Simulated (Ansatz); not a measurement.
AlAs: band-structure calculation

- system: AlAs (F-43m, 2 atoms in the cell)
- method: DFT, PBE, plane waves, PAW, no spin polarisation (Ansatz 0.2.0)

The structure derives from an entry of the Crystallography Open Database. The geometry comes from this level: r2SCAN (a point of a series of strains). Figures and captions count atoms from 1; the log counts them from 0 in places.

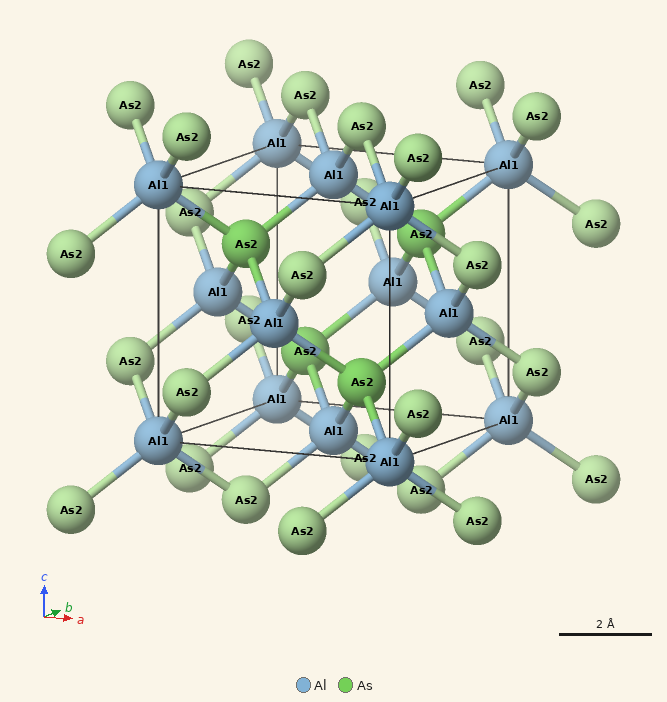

The input geometry (ball-and-stick view of the cell 4 times as large as that of the calculation, set on its symmetry axes, seen slightly off an axis; neighbours outside the cell are drawn fainter; atoms are numbered from 1 in the order of the input).

Input file:
```yaml
crystal:
  lattice:
    - [0.0, 2.8389251756, 2.8389251756]
    - [2.8389251756, 0.0, 2.8389251756]
    - [2.8389251756, 2.8389251756, 0.0]
  atoms:
    - { symbol: Al, position: [0.0, 0.0, 0.0] }
    - { symbol: As, position: [0.25, 0.25, 0.25] }
kpoints:
  mp_grid: { grid: [8, 8, 8] }
  band_path:
    path:
      - [0.0, 0.0, 0.0]
      - [-0.5, -0.5, 0.0]
      - [-0.375, -0.375, 0.25]
      - [-0.375, 0.0, 0.375]
      - [0.0, 0.0, 0.5]
      - [-0.5, -0.25, 0.25]
      - [0.0, 0.5, 0.5]
    npoints: 1
hamiltonian:
  xc: pbe
scf:
  occupations: { method: fermi_dirac, width: 0.02 }
  n_extra_bands: 4
output:
  forces: true
  stress: true
  eigenvalues: true
  write_density: true
  write_potential: true
  elf: true
  volumetric_format: npy
```

Machine: 4 threads of Arm Neoverse V1, 24 GiB of memory available, shared host.

Launched with:
```bash
ansatz run input.yaml --threads 4 --pin off --max-ram 5529MiB --backend cpu --events-out ev --progress --plain --runs-dir out
```

Log:
```
scf.n_extra_bands = 4 over 9 filled bands (N_el = 18.0): the run solves 13 bands
Engine: ansatz 0.2.0, aarch64-unknown-linux-gnu
Pseudopotentials: kind: paw
Pseudopotential: Al, paw, valence charge 3, recommended cutoff 420 eV (normal), Al.paw.azcp
Pseudopotential: As, paw, valence charge 15, recommended cutoff 420 eV (normal), As.paw.azcp
Functional definition: PBE
  parameter kappa = 0.804
  parameter beta = 0.06672455060314922
  exchange = pbe_x(kappa = kappa, mu = beta*pi^2/3)
  correlation = pbe_c(beta = beta)
Crystal: 2 atoms, lattice volume = 45.761 Å³
Basis set: ecut = 420 eV, 893 PW (Γ), exchange–correlation on 54×54×54 points (8 copies of the dense FFT grid, shifted against one another)
Bands: 13, of which v1, the nominal top of the filled ones, is band 9 counted from 1 (8 counted from 0)
Symmetry: 24 space group operations
Space group: F-43m (ITA 216), of the structure as read, at distance tolerance 3.6e-5 Å
k-points: 29 of 512 (time reversal used)
Non-local potential: Al, projectors of the file, l = 0: 2, l = 1: 2, l = 2: 1
Non-local potential: As, projectors of the file, l = 0: 2, l = 1: 2, l = 2: 3, l = 3: 1
PAW form: soft (Blöchl's): semilocal exchange-correlation on the pseudo side does not see the compensation charge
PAW one-centre angular grid: Al, 110 points (default); XC on 64 Gauss nodes
PAW one-centre angular grid: As, 590 points (default); XC on 64 Gauss nodes
Initial density: superposition of atomic densities (neutral atoms: chi_scale 0, normalization atom), corrected by the library's trained network
Initial wavefunctions: pseudopotential atomic-orbital guess
Functional: x = pbe(κ = 0.804, μ = 0.2195149727645171), c = pbe(β = 0.06672455060314922)
SCF iter   1: F=—  HF=-5394.608078 eV  |F-HF|=—  |Δ(HF+E_count)|=         —  Δρ=1.69e-3  dr2=2.40e-3  ethr=1.77e-3  ⟨swp⟩=6.0  Hψ=2355  notcnv=0
preconditioner: auto → none  [insulator: Δε(μ)=1.435 eV  Ē_g=9.860 eV  σ=0.020 eV  W_gap=1.00  n_scr=14 (ndim 8)  ℏωp=15.5 eV  f_vac=0.006  D(μ)=0.00/eV (n_scr^D=0)  ε∞_Penn≈3.5]
SCF iter   2: F=—  HF=-5394.607306 eV  |F-HF|=—  |Δ(HF+E_count)|=   7.72e-4  Δρ=4.98e-4  dr2=1.10e-4  ethr=1.33e-5  ⟨swp⟩=2.1  Hψ=808  notcnv=0
SCF iter   3: F=—  HF=-5394.607347 eV  |F-HF|=—  |Δ(HF+E_count)|=   4.18e-5  Δρ=2.00e-4  dr2=1.29e-5  ethr=6.14e-7  ⟨swp⟩=1.8  Hψ=451  notcnv=0
SCF iter   4: F=—  HF=-5394.607314 eV  |F-HF|=—  |Δ(HF+E_count)|=   3.32e-5  Δρ=2.18e-5  dr2=1.10e-7  ethr=7.19e-8  ⟨swp⟩=2.0  Hψ=490  notcnv=0
iter 5 did not close the SCF: its close was put off for the readings that it lacked (scf_convergence_deferred on its scf_iter line)
SCF iter   5: F=-5394.607314 eV  HF=-5394.607314 eV  |F-HF|=5.00e-8  |Δ(HF+E_count)|=   1.75e-7  Δρ=4.76e-6  dr2=1.28e-8  ethr=6.08e-10  ⟨swp⟩=2.0  Hψ=638  notcnv=0
SCF iter   6: F=-5394.607314 eV  HF=-5394.607314 eV  |F-HF|=7.08e-10  |Δ(HF+E_count)|=   2.15e-8  Δρ=1.21e-6  dr2=3.53e-10  ethr=7.13e-11  ⟨swp⟩=5.0  Hψ=1978  notcnv=0
SCF 1 converged in 6 iterations: F = -5394.607314 eV  dr2 = 3.53e-10
  greatest PAW one-centre occupation: 0.999 electrons in one spin orbital (limit 2), on the As atom at site 1 (counted from 0), in its partial waves of l = 2
NSCF: frozen V_eff on 7 k-points
SCF converged after 6 iterations
Free energy (F): -5394.607314 eV
Harris-Foulkes:  -5394.607314 eV  (|F-HF|=7.08e-10)
Internal energy: -5394.607314 eV  (E = F + TS)
E sigma→0 (E₀):  -5394.607314 eV
Fermi energy:    6.998783 eV
--- Per-component energies (eV) ---
  E_band       = -267.912180
  E_kinetic    = 126.548727
  E_local      = -2120.568886  (includes V_loc(G=0)·N_el)
  E_nonlocal   = -659.966909
  E_hartree    = 1133.399939
  E_xc         = -118.992428
  E_vxc        = -108.300311  (∫ρ·V_xc dr)
  E_paw        = -2303.065022  (= ΣΔE_a)
  E_vpaw       = 227.575365  (= ΣTr[D̂ρ^β])
  E_aug_tail   = 0.000006  (compensation charges beyond the density's cutoff)
  E_ewald      = -1451.962742
  E_smearing   = -0.000000  (= −TS)
  E_closure    = 0.000000  (closes the sum)
  Σ components = -5394.607314   (vs F -5394.607314, Δ=0.00e0)
--- Forces (eV/Å), atoms counted from 1 ---
  atom   1  Al     0.00000000     0.00000000     0.00000000
  atom   2  As    -0.00000000     0.00000000    -0.00000000
  max |Σ_I F_I| component: 1.91e-16 eV/Å
--- Stress (GPa, compression-positive) ---
        1.894606      -0.000000      -0.000000
        0.000000       1.894606       0.000000
       -0.000000       0.000000       1.894606
  P = ⅓ Tr σ = 1.8946 GPa (18.946 kbar)
--- Band table (eV; the first three rows and the last of 29) ---
  k-point 0: bands = ["-28.0996", "-28.0996", "-28.0996", "-28.0893", "-28.0893", "-5.5446", "6.2687", "6.2687", "6.2687", "8.2515", "10.5565", "10.5565", "10.5565"]
  k-point 1: bands = ["-28.0996", "-28.0995", "-28.0995", "-28.0893", "-28.0893", "-5.3937", "4.8460", "6.1100", "6.1100", "9.0129", "10.8353", "10.8353", "10.9454"]
  k-point 2: bands = ["-28.0995", "-28.0992", "-28.0992", "-28.0893", "-28.0893", "-4.9756", "2.9060", "5.7961", "5.7961", "8.8538", "11.1764", "11.1764", "12.6714"]
  k-point 28: bands = ["-28.0993", "-28.0989", "-28.0978", "-28.0895", "-28.0888", "-3.5794", "1.2164", "3.1342", "3.4851", "10.5946", "11.8722", "11.9512", "12.3250"]
```

File rho_z.tsv:
```
# z_ang	rho[e/angstrom^3]
# format = ansatz-planar-average/11
# lattice	0.000000000	2.838925176	2.838925176
# lattice	2.838925176	0.000000000	2.838925176
# lattice	2.838925176	2.838925176	0.000000000
# sites	2
# site	13	0.000000000	0.000000000	0.000000000
# site	33	1.419462588	1.419462588	1.419462588
0.000000	2.179941e-1
0.148698	2.730235e-1
0.297396	3.641752e-1
0.446094	5.213800e-1
0.594792	7.615932e-1
0.743490	1.046840e0
0.892188	1.269149e0
1.040886	1.310760e0
1.189584	1.142389e0
1.338282	8.514384e-1
1.486980	5.654844e-1
1.635678	3.610263e-1
1.784376	2.429730e-1
1.933074	1.812564e-1
2.081772	1.471823e-1
2.230470	1.251217e-1
2.379168	1.094512e-1
2.527866	9.886993e-2
2.676564	9.267706e-2
2.825262	9.005810e-2
2.973960	9.039741e-2
3.122658	9.338996e-2
3.271356	9.946569e-2
3.420054	1.098447e-1
3.568752	1.260569e-1
3.717450	1.491630e-1
3.866148	1.793259e-1
```

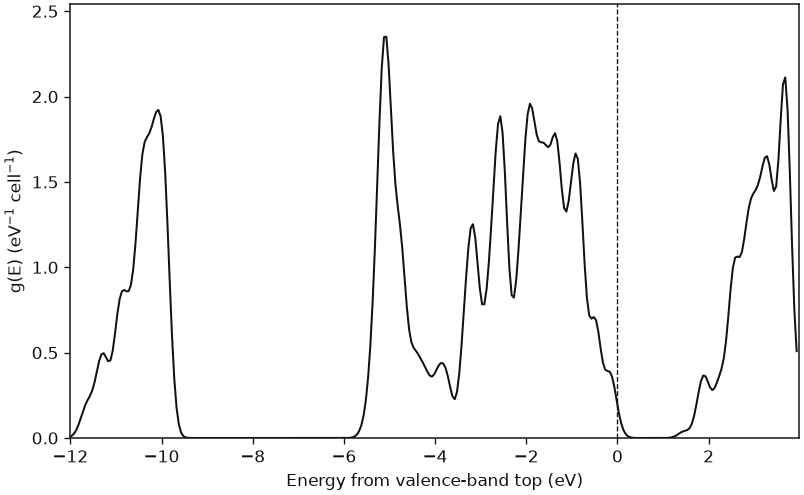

Density of states (the curve is built from the levels of the k mesh with Gaussians 0.3 eV wide, which also blur the band edges), with energies from the valence-band top. There is a gap of 1.46 eV on the k-point mesh. Small ripples come from the finite k-point mesh.

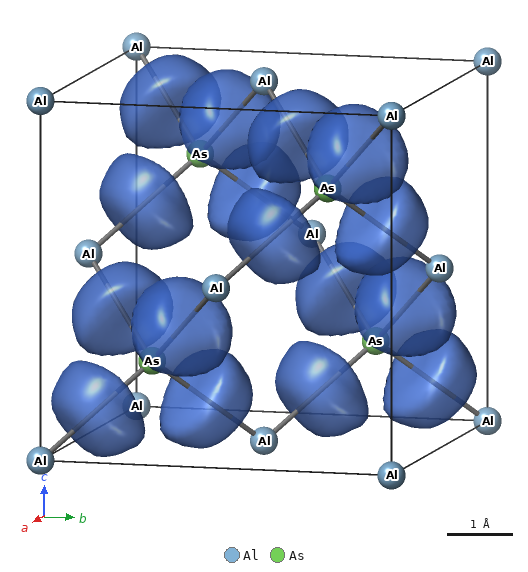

Isosurface of the ELF at 0.7 (blue), seen slightly off an axis. Only the valence region is drawn (cores and ρ < 0.01 e/Å³ removed). Sticks mark near contacts. The outline is the cell set on symmetry axes. Along the contacts the grid gives the following. Al–As (2.46 Å): the ELF peaks at about 0.90 between the atoms (localised, shared-pair bonding). The fields are those of the smooth PAW valence density.

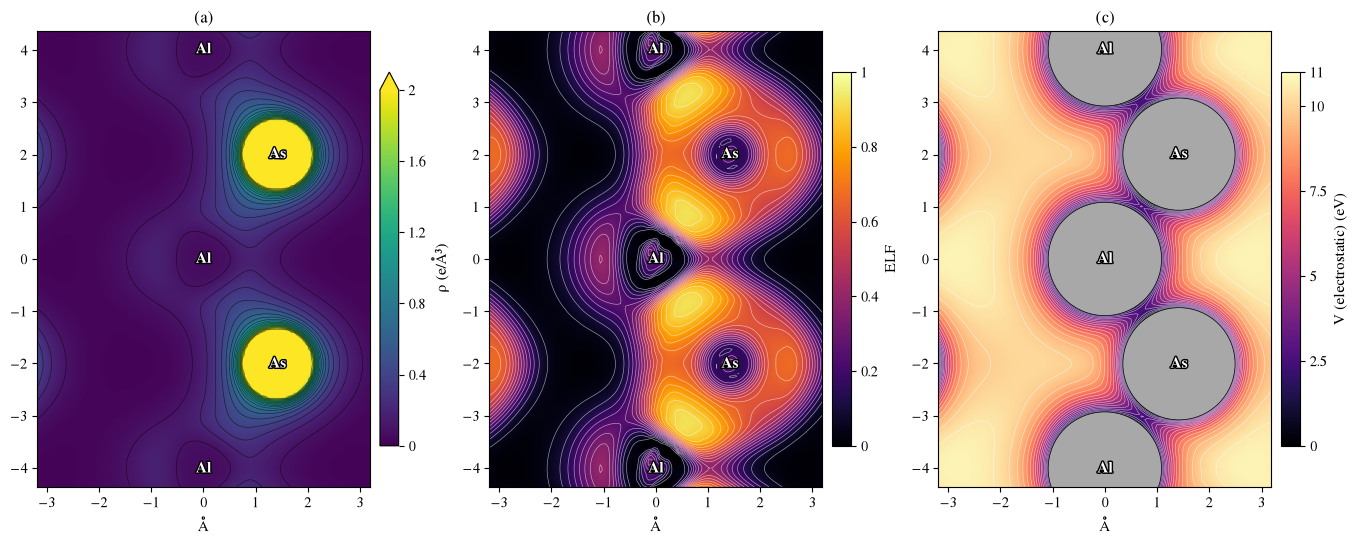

(a) valence pseudo-density; (b) electron localisation function; (c) electrostatic potential energy of an electron on the (110) plane of the conventional cell. Grey discs, where drawn, cover atomic cores. Atoms in the plane: Al and As. Away from the nuclei the density in this plane falls to 0.02 e/Å³ at its lowest. Outside the cores the potential energy rises away from the atoms and is highest about 2.4 Å from the nearest atoms; outside the discs it spans about 11 eV, and its zero is arbitrary.

Results in brief:

| quantity | value |
| --- | --- |
| outcome | converged |
| space group (tolerance 0.01 Å) | F-43m (216) |
| electrons treated | 18 |
| free energy | −5394.6073 eV |
| Fermi energy | 6.999 eV |
| gap on the k-point mesh | 1.46 eV |
| pressure | 1.89 GPa |
| largest force (length of the vector) | under 0.001 eV/Å |
| wall time | 0.93 s (CPU time 2.9 s) |
| peak memory | 0.31 GiB |
